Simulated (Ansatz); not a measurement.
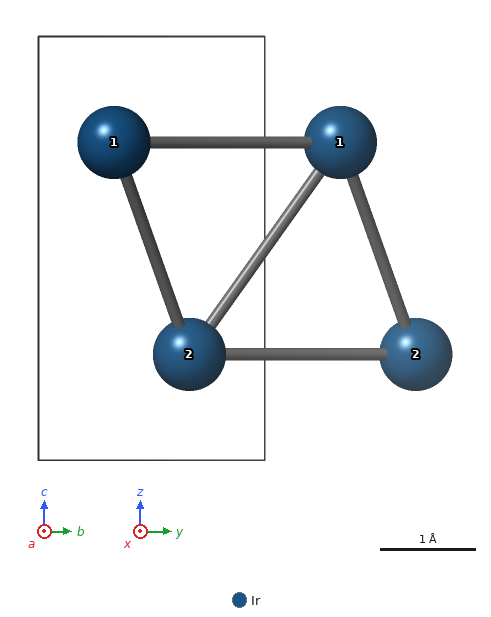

A scan of a crystal of Ir (P6_3/mmc): the cell is strained equally along x and y and separately along z, with the atoms kept at their fractional coordinates. x, y and z are the Cartesian axes of the input. The picture shows the reference cell. The picture is a ball-and-stick view of the cell of the calculation, repeated 2 × 2 × 1 with one cell outlined, seen along the a axis.

Theory: DFT PBE, scalar-relativistic, plane waves, PAW (Ansatz). Settings: plane-wave cutoff 420 eV; k-point mesh 18 × 18 × 12; occupations gaussian; smearing width 0.15 eV; no spin polarisation. Energies (free energies at the smearing named) are counted from the cell as listed in its source, which wasn't relaxed.

Input
```yaml
crystal:
  lattice:
    - [2.7513778946, 0.0, 0.0]
    - [-1.3756889473, 2.3827631521, 0.0]
    - [0.0, 0.0, 4.46229]
  atoms:
    - { symbol: Ir, position: [0.6666666667, 0.3333333333, 0.75] }
    - { symbol: Ir, position: [0.3333333333, 0.6666666667, 0.25] }
basis:
  ecutwfc: 420
kpoints:
  mp_grid: { grid: [18, 18, 12] }
hamiltonian:
  xc: pbe
scf:
  occupations: { method: gaussian, width: 0.15 }
output:
  forces: true
  stress: true
  eigenvalues: true
  write_density: true
  write_potential: true
  elf: true
  volumetric_format: npy
```

Run as
```bash
ansatz run input.yaml --threads 1 --pin off --max-ram 2560MiB --backend cpu --events-out ev --progress --plain --runs-dir out
```

What energies does the calculation give on a grid with rows −0.080, −0.040, 0.000, 0.040, 0.080 and columns −0.080, −0.040, 0.000, 0.040, 0.080 (strain along x and y; strain along z)?

Rows: strain along x and y; columns: strain along z; values in meV/atom.

|  | −0.080 | −0.040 | 0.000 | 0.040 | 0.080 |
| --- | --- | --- | --- | --- | --- |
| −0.080 | 1215 | 828 | 608 | 512 | 504 |
| −0.040 | 514 | 247 | 123 | 101 | 152 |
| 0.000 | 202 | 43 | 0 | 43 | 143 |
| 0.040 | 142 | 80 | 108 | 204 | 347 |
| 0.080 | 247 | 265 | 356 | 498 | 675 |

In pairs of (strain along x and y; strain along z): the lowest computed point lies at (0.000, 0.000) (0 meV/atom), the highest at (−0.080, −0.080) (1215 meV/atom). The valley is tilted: raising the in-plane strain is made harder by raising the strain along z (cross term 0.46 of the geometric mean of the two curvatures). Over the ranges scanned the energy rises more along the first axis, the in-plane strain. The pressure runs from −43.7 GPa at (0.080, 0.080) to 156.1 GPa at (−0.080, −0.080).

As a map, interpolated between the computed points (dots):

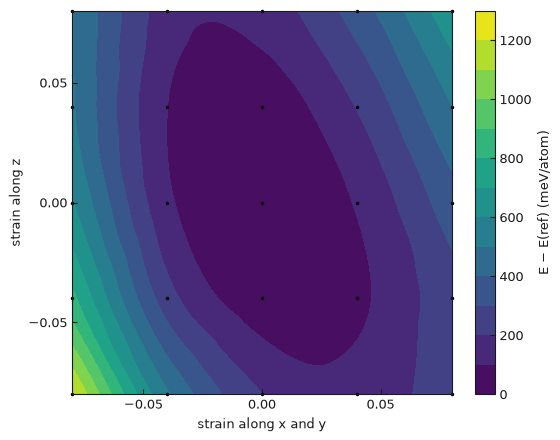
